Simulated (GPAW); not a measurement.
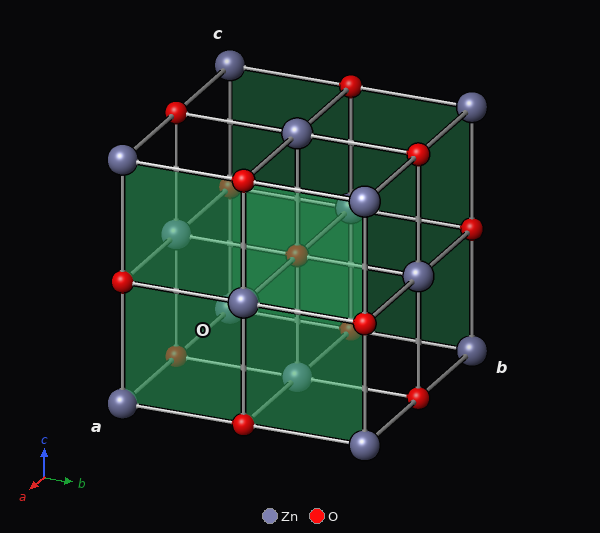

For ZnO, a cell listed in the Materials Project, as set up for an electronic-structure calculation: every member of one family of equally spaced planes, hx + ky + lz = a whole number, that cuts the unit cell is shaded (one member passes through the origin O). Symmetry computed with spglib at a tolerance of 0.002 Å; standard conventional cell.

a = 4.339 Å, b = 4.339 Å, c = 4.339 Å, α = 90.00°, β = 90.00°, γ = 90.00°.

### What are the Miller indices?

(1 0 0); the opposite sign names the same planes. The member next to the origin meets the axes a at 1, b never, c never.

### What is the spacing?

d = 4.339 Å.

### Which atoms of the cell lie in these planes (within 0.03 Å)?

2 of the 4 Zn, 2 of the 4 O.
